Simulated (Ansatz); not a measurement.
Crystal: Cu, the input geometry of an electronic-structure calculation (not necessarily at equilibrium).

```yaml
crystal:
  lattice:
    - [2.43693, 0.00000, 0.00000]
    - [0.00000, 7.95276, 0.00000]
    - [0.00000, 0.00000, 2.47550]
  atoms:
    - { symbol: Cu, position: [0.00000, 0.86613, 0.25000] }
    - { symbol: Cu, position: [0.50000, 0.63387, 0.75000] }
    - { symbol: Cu, position: [0.50000, 0.36613, 0.25000] }
    - { symbol: Cu, position: [0.00000, 0.13387, 0.75000] }
```

### What does its first Brillouin zone look like, and which path through it is standard?

It has a base-centred orthorhombic lattice (oC; extended symbol oC1). The zone is a hexagonal prism in its combinatorial type: 8 faces (6 with 4 edges, 2 with 6 edges), 18 edges, 12 vertices. Path: Γ–Y–C₀ | Σ₀–Γ–Z–A₀ | E₀–T–Y | Γ–S–R–Z–T.

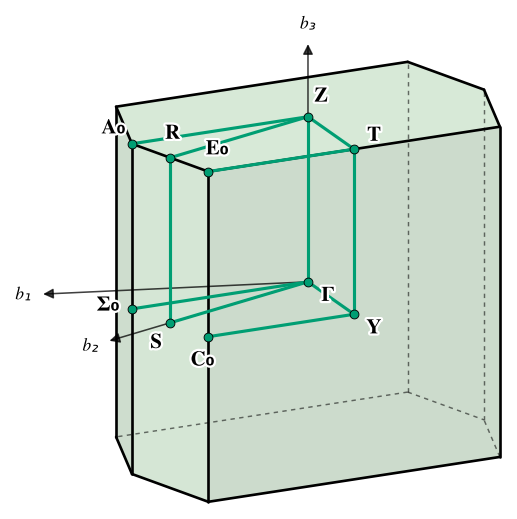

Labels and path follow the convention of Hinuma et al. (2017), as computed by seekpath; the arrows show the directions of the reciprocal primitive vectors b₁, b₂, b₃, in which coordinates are given; lengths include the factor 2π.

| point | k₁ | k₂ | k₃ | length of k (1/Å) |
| --- | --- | --- | --- | --- |
| Γ | 0 | 0 | 0 | 0.000 |
| Y | −1/2 | 1/2 | 0 | 0.790 |
| T | −1/2 | 1/2 | 1/2 | 1.495 |
| Z | 0 | 0 | 1/2 | 1.269 |
| S | 0 | 1/2 | 0 | 1.348 |
| R | 0 | 1/2 | 1/2 | 1.852 |
| Σ₀ | 0.273 | 0.273 | 0 | 1.410 |
| C₀ | −0.273 | 0.727 | 0 | 1.410 |
| A₀ | 0.273 | 0.273 | 1/2 | 1.897 |
| E₀ | −0.273 | 0.727 | 1/2 | 1.897 |
